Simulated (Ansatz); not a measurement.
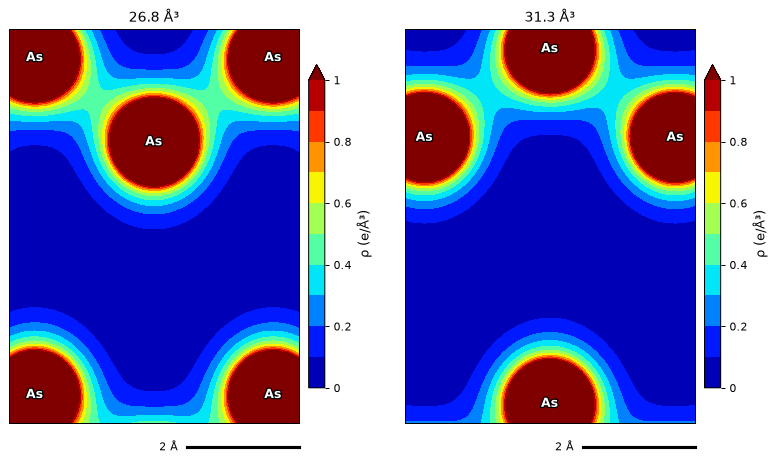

As. The valence electron density of cells scaled evenly to different volumes (given per atom above each panel), on the (101̄) plane of each (indices in the axes of the cell below), at one length scale and on one colour scale.

A generated structure, not necessarily the stable one.

The calculation used Ansatz, DFT, r2SCAN, plane waves (500 eV) with PAW, scalar-relativistic.

Core electrons are frozen (PAW), and the valence fields are smoothed inside the atomic spheres.

The largest cell:

```yaml
crystal:
  lattice:
    - [0.00000, 3.15069, 3.15069]
    - [3.15069, 0.00000, 3.15069]
    - [3.15069, 3.15069, 0.00000]
  atoms:
    - { symbol: As, position: [0.12500, 0.12500, 0.12500] }
    - { symbol: As, position: [0.87500, 0.87500, 0.87500] }
```

| volume (Å³/atom) | As–As contact in the plane (Å) | ρ at its midpoint (e/Å³) | 
| --- | --- | --- |
| 26.81 | 2.592 | 0.431 | 
| 27.93 | 2.627 | ? | 
| 31.28 | 2.729 | 0.352 | 

Estimate the missing row, and compare with the calculation.

Over the known rows ln ρ falls by 1.48 per Å of As–As distance (the line through the two), which gives 0.409 e/Å³ at 2.627 Å; the calculation gives 0.408 e/Å³.
